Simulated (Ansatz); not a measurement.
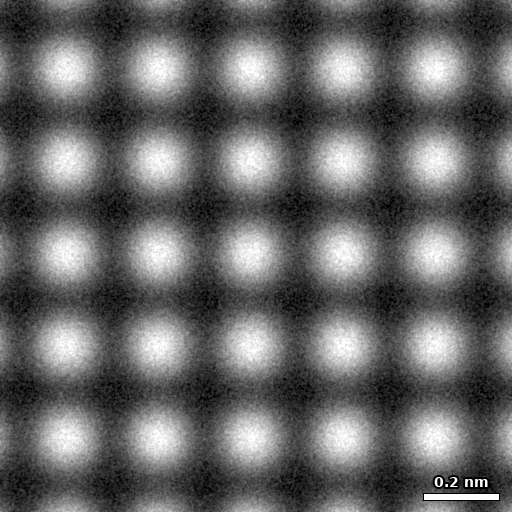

HAADF-like image of Si. Simulation: incoherent imaging, intensity Z^1.6 per atom, probe width 1.30 Å, thin sample. The probe carries 25 % of its weight in a tail 2.5 times as wide. The display is stretched by a gamma of 0.65; percentages refer to the linear signal. Shot noise was added.

Measure the repeat of the pattern.

Answer. The pattern repeats on a square net with a repeat of 2.5 Å.

What is the plane group of the image?

Answer. p4mm: fourfold points with mirror lines through them along the axes and the diagonals.

How many columns does the smallest repeating cell hold, and how many levels of brightness?

Answer. 1 column in the primitive cell of 6.4 Å², all of one brightness.

The crystal is Si (Pm-3m, No. 221) seen along [001]. Structure used: the end point of a relaxation with DFT, r2SCAN, plane waves (500 eV) with PAW, scalar-relativistic (Ansatz); the starting structure was generated, so it need not be a known form of this composition.
